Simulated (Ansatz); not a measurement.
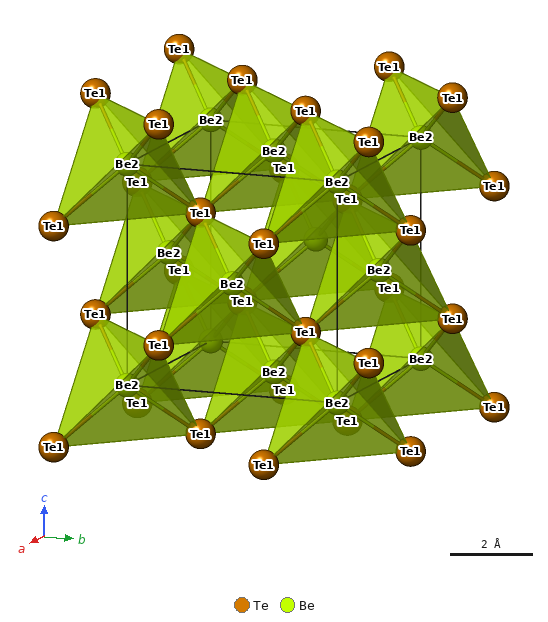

Fig. 1: The structure (polyhedral view of the cell 4 times as large as that of the calculation, set on its symmetry axes, seen slightly off an axis; polyhedra are completed across the faces of the cell; atoms are numbered from 1 in the order of the input).

# Two runs on BeTe

System: BeTe (2 atoms in the cell).
Method of run A: Kohn-Sham DFT of a periodic cell, PBE, all-electron LAPW, scalar-relativistic, no spin polarisation (Ansatz 0.2.0).

The structure derives from an entry of the Crystallography Open Database. Text and figures count atoms from 1; the logs count them from 0 in places.

Input, run A:
```yaml
crystal:
  lattice:
    - [0.0, 2.77, 2.77]
    - [2.77, 0.0, 2.77]
    - [2.77, 2.77, 0.0]
  atoms:
    - { symbol: Te, position: [0.75, 0.75, 0.75] }
    - { symbol: Be, position: [0.0, 0.0, 0.0] }
kpoints:
  mp_grid: { grid: [4, 4, 4] }
scf:
  occupations: { method: fermi_dirac, width: 0.06 }
hamiltonian:
  xc: pbe
  pseudopotentials: { kind: all_electron, lapw: { basis_error: 0.002 } }
output:
  forces: true
  stress: true
  eigenvalues: true
```

Command:
```bash
ansatz run input.yaml --threads 1 --pin off --max-ram 3072MiB --backend cpu --events-out ev --progress --plain --runs-dir out
```

Hardware: 1 thread of Arm Neoverse V1, 24 GiB of memory available, shared host.

Output, shortened to warnings, some set-up lines, iterations and results (run A):
```
Basis set: ecut = 205.48408302997947 eV, 283 PW (Γ), exchange–correlation at level 2
Symmetry: 24 space group operations
k-points: 8 of 64 (time reversal used)
Initial density: superposition of atomic densities (chi_scale 0.1, normalization cell, long waves kept (reshape's long-wave potential 0.00 eV rms))
[...]
SCF iter   1: F=—  HF=-185287.030695 eV  |F-HF|=—  |Δ(HF+E_count)|=         —  Δρ=2.93e-2  dr2=5.30e-1  ethr=1.89e-3  ⟨swp⟩=2.0  Hψ=1034  notcnv=0
SCF iter   2: F=—  HF=-185286.885614 eV  |F-HF|=—  |Δ(HF+E_count)|=   1.45e-1  Δρ=1.09e-2  dr2=6.36e-2  ethr=1.89e-3  ⟨swp⟩=3.0  Hψ=448  notcnv=0
SCF iter   3: F=—  HF=-185286.879089 eV  |F-HF|=—  |Δ(HF+E_count)|=   6.52e-3  Δρ=2.29e-3  dr2=2.25e-3  ethr=8.11e-6  ⟨swp⟩=2.0  Hψ=719  notcnv=0
SCF iter   4: F=—  HF=-185286.879119 eV  |F-HF|=—  |Δ(HF+E_count)|=         —  Δρ=5.91e-4  dr2=1.93e-4  ethr=8.04e-6  ⟨swp⟩=3.0  Hψ=419  notcnv=0
SCF iter   5: F=—  HF=-185286.879193 eV  |F-HF|=—  |Δ(HF+E_count)|=   7.35e-5  Δρ=1.18e-4  dr2=5.62e-6  ethr=6.88e-7  ⟨swp⟩=2.1  Hψ=401  notcnv=0
SCF iter   6: F=-185286.879202 eV  HF=-185286.879202 eV  |F-HF|=1.57e-7  |Δ(HF+E_count)|=   9.53e-6  Δρ=1.20e-5  dr2=4.24e-8  ethr=2.01e-8  ⟨swp⟩=3.0  Hψ=425  notcnv=0
SCF 1 converged in 6 iterations: F = -185286.879202 eV  dr2 = 4.24e-8
SCF converged after 6 iterations
Free energy (F): -185286.879202 eV
Harris-Foulkes:  -185286.879202 eV  (|F-HF|=1.57e-7)
Internal energy: -185286.879202 eV  (E = F + TS)
E sigma→0 (E₀):  -185286.879202 eV
Entropy (-TS):   -0.000000 eV (-0.000 meV/atom)
Fermi energy:    10.737445 eV
--- Per-component energies (eV) ---
  E_band       = -1301.157101
  E_kinetic    = 195658.438317
  E_xc         = -4871.029259
  E_electrostatic = -376074.288261  (all electrons and nuclei)
  E_smearing   = -0.000000  (= −TS)
  E_closure    = 0.000000  (closes the sum)
  E_atoms      = -185279.416502  (free atoms, spherical and without spin; not in F)
  Σ components = -185286.879202   (vs F -185286.879202, Δ=0.00e0)
  Basis errors (estimates in eV, not in F): energy 1.1e-3 per atom: plane waves 1.0e-3 (5.8e-4 summed), levels above the bands 3.3e-55, relativity 1.3e-8, radial functions 6.7e-5, core shells 1.3e-9; eigenvalues (radial functions only) 4.0e-6; not estimated: angular momenta, meshes, grids; target …
--- Forces (eV/Å), atoms counted from 1 ---
  atom   1  Te     0.00000000    -0.00000000     0.00000000
  atom   2  Be    -0.00000000     0.00000000    -0.00000000
  max |Σ_I F_I| component: 6.25e-17 eV/Å
--- Stress (GPa, compression-positive) ---
        4.790557       0.000000      -0.000000
        0.000000       4.790557       0.000000
       -0.000000       0.000000       4.790557
  P = ⅓ Tr σ = 4.7906 GPa (47.906 kbar)
```

For run B the input was changed thus:
```diff
-  mp_grid: { grid: [4, 4, 4] }
+  mp_grid: { grid: [6, 6, 6] }
-  occupations: { method: fermi_dirac, width: 0.06 }
+  occupations: { method: fermi_dirac, width: 0.02 }
```

What does this change do to the results?

The free energy of run B is 39.2 meV per atom lower, the joint effect of these numerical settings, which can't be told apart here. The pressure goes from 4.79 to 4.33 GPa. The number of SCF iterations is the same. The irreducible k-points go from 8 to 16.

Output, shortened to warnings, some set-up lines, iterations and results (run B):
```
Basis set: ecut = 205.484083029609 eV, 283 PW (Γ), exchange–correlation at level 2
Symmetry: 24 space group operations
k-points: 16 of 216 (time reversal used)
Initial density: superposition of atomic densities (chi_scale 0.1, normalization cell, long waves kept (reshape's long-wave potential 0.00 eV rms))
[...]
SCF iter   1: F=—  HF=-185287.107445 eV  |F-HF|=—  |Δ(HF+E_count)|=         —  Δρ=2.88e-2  dr2=5.14e-1  ethr=1.83e-3  ⟨swp⟩=2.0  Hψ=2073  notcnv=0
SCF iter   2: F=—  HF=-185286.964026 eV  |F-HF|=—  |Δ(HF+E_count)|=   1.43e-1  Δρ=1.06e-2  dr2=5.97e-2  ethr=1.83e-3  ⟨swp⟩=3.0  Hψ=907  notcnv=0
SCF iter   3: F=—  HF=-185286.957549 eV  |F-HF|=—  |Δ(HF+E_count)|=   6.48e-3  Δρ=2.33e-3  dr2=2.26e-3  ethr=8.14e-6  ⟨swp⟩=2.0  Hψ=1451  notcnv=0
SCF iter   4: F=—  HF=-185286.957579 eV  |F-HF|=—  |Δ(HF+E_count)|=         —  Δρ=5.85e-4  dr2=1.85e-4  ethr=8.08e-6  ⟨swp⟩=3.0  Hψ=899  notcnv=0
SCF iter   5: F=—  HF=-185286.957645 eV  |F-HF|=—  |Δ(HF+E_count)|=   6.56e-5  Δρ=1.14e-4  dr2=5.07e-6  ethr=6.62e-7  ⟨swp⟩=2.0  Hψ=800  notcnv=0
SCF iter   6: F=-185286.957654 eV  HF=-185286.957653 eV  |F-HF|=1.30e-7  |Δ(HF+E_count)|=   8.33e-6  Δρ=1.13e-5  dr2=3.67e-8  ethr=1.81e-8  ⟨swp⟩=3.0  Hψ=851  notcnv=0
SCF 1 converged in 6 iterations: F = -185286.957654 eV  dr2 = 3.67e-8
SCF converged after 6 iterations
Free energy (F): -185286.957654 eV
Harris-Foulkes:  -185286.957653 eV  (|F-HF|=1.30e-7)
Internal energy: -185286.957654 eV  (E = F + TS)
E sigma→0 (E₀):  -185286.957654 eV
Fermi energy:    10.722070 eV
--- Per-component energies (eV) ---
  E_band       = -1302.194846
  E_kinetic    = 195658.159569
  E_xc         = -4870.962546
  E_electrostatic = -376074.154677  (all electrons and nuclei)
  E_smearing   = -0.000000  (= −TS)
  E_closure    = 0.000000  (closes the sum)
  E_atoms      = -185279.416502  (free atoms, spherical and without spin; not in F)
  Σ components = -185286.957654   (vs F -185286.957654, Δ=0.00e0)
  Basis errors (estimates in eV, not in F): energy 1.1e-3 per atom: plane waves 9.7e-4 (5.6e-4 summed), levels above the bands 9.9e-156, relativity 1.4e-8, radial functions 8.8e-5, core shells 1.9e-9; eigenvalues (radial functions only) 4.0e-6; not estimated: angular momenta, meshes, grids; target …
--- Forces (eV/Å), atoms counted from 1 ---
  atom   1  Te     0.00000000     0.00000000    -0.00000000
  atom   2  Be    -0.00000000     0.00000000     0.00000000
  max |Σ_I F_I| component: 5.78e-17 eV/Å
--- Stress (GPa, compression-positive) ---
        4.327329       0.000000      -0.000000
        0.000000       4.327329       0.000000
       -0.000000       0.000000       4.327329
  P = ⅓ Tr σ = 4.3273 GPa (43.273 kbar)
```

The two runs side by side:

| quantity | run A | run B |
| --- | --- | --- |
| outcome | converged | converged |
| free energy per atom (eV) | −92643.4396 | −92643.4788 |
| gap on the mesh (eV) | 1.85 | 1.86 |
| pressure (GPa) | 4.79 | 4.33 |
| largest force (eV/Å) | 0.000 | 0.000 |
| SCF iterations | 6 | 6 |
| irreducible k-points | 8 | 16 |
| plane waves at Γ | 283 | 283 |
